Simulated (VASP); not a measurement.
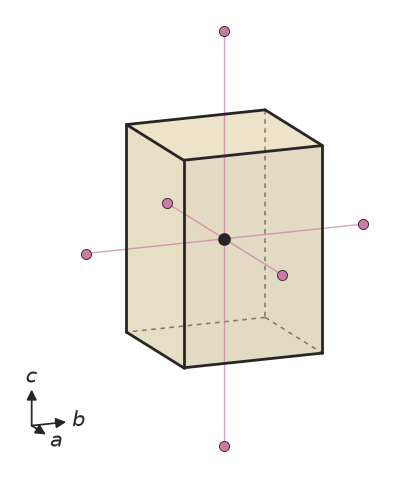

Crystal: TiAl, the geometry relaxed with VASP 6.6.1, VASP Kohn-Sham DFT of a periodic cell, LDA, VASP PAW LDA potentials, recommended. The Wigner–Seitz cell of the crystal's lattice, with lines to the lattice points that define its faces. The drawing is computed from the coordinates (standard cell, symmetry found to 0.002 Å).

a = 2.777 Å, b = 2.777 Å, c = 3.975 Å, α = 90.00°, β = 90.00°, γ = 90.00°; lattice centring P.

Q: What is the cell's combinatorial type?

A: A parallelepiped: 6 faces (6 with 4 edges), 12 edges, 8 vertices. Its volume is that of the primitive cell, 30.7 Å³.

Q: Which lattice vectors do the faces bisect?

A:
```csv
example,length (Å),faces,edges of each,area (Å²)
a,2.78,4,4,11.0
c,3.97,2,4,7.7
```
